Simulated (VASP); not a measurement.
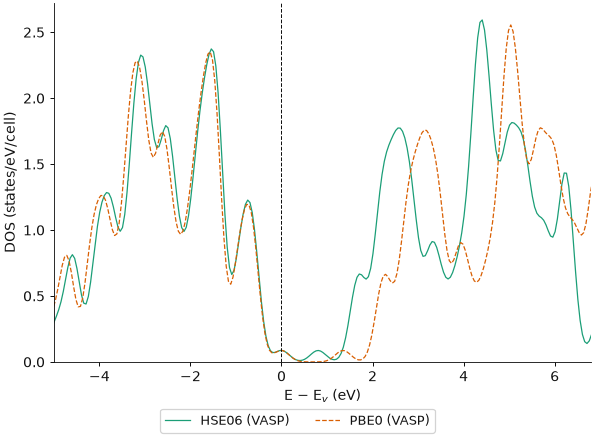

Total densities of states of PbSe, space group Fm-3m (No. 225), 2 atoms in the cell, rocksalt type, by two methods on the same cell. The curves are built from the levels of the k mesh with Gaussians 0.4 eV wide, which also blur the band edges. Each is counted from its own valence-band top.

> What changes from one method to the other?

HSE06 (VASP) gives a gap of 0.80 eV and PBE0 (VASP) gives a gap of 1.35 eV.

Settings. HSE06 (VASP): DFT, HSE06, plane waves, PAW, 6×6×6 k mesh, 520 eV cutoff, Gaussian smearing of 0.01 eV (VASP). PBE0 (VASP): DFT, PBE0, plane waves, PAW, 6×6×6 k mesh, 520 eV cutoff, Gaussian smearing of 0.01 eV (VASP).

Spin-orbit coupling is left out, which matters for Pb.
